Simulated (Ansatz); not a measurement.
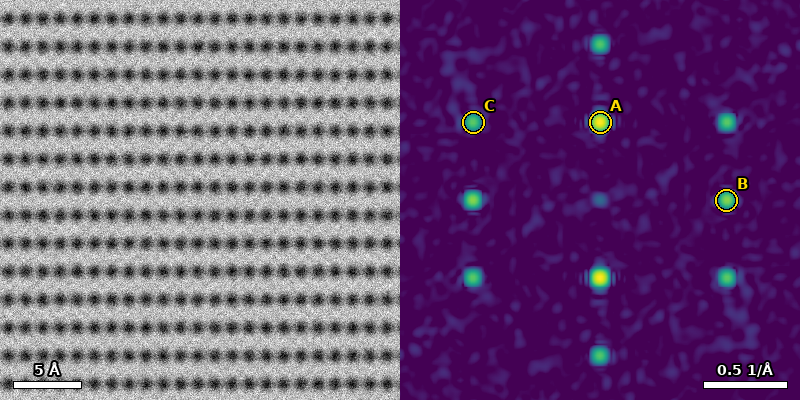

Phase-contrast TEM-like image of a crystal. Simulated in the weak-phase-object approximation with neutral-atom potentials: 200 kV, Cs = 20 µm, defocus −85 Å (negative is underfocus), defocus spread 15 Å, aperture 1.14 1/Å. Shot noise was added.

The right panel is the modulus of the image's Fourier transform on a logarithmic scale.

> Which lattice spacings do the marked spots stand for, and what angle do A and B enclose?

A: 2.1 Å, B: 1.3 Å, C: 1.1 Å; A and B enclose about 90°.

The crystal is Cr (Fm-3m, No. 225) along [211]; the spots are (1 -1 -1), (0 -2 2) and (1 1 -3). Atomic positions: coordinates from a relaxation with DFT, RPBE, plane waves (420 eV) with PAW, scalar-relativistic (Ansatz); the starting structure was generated, so it need not be a known form of this composition.
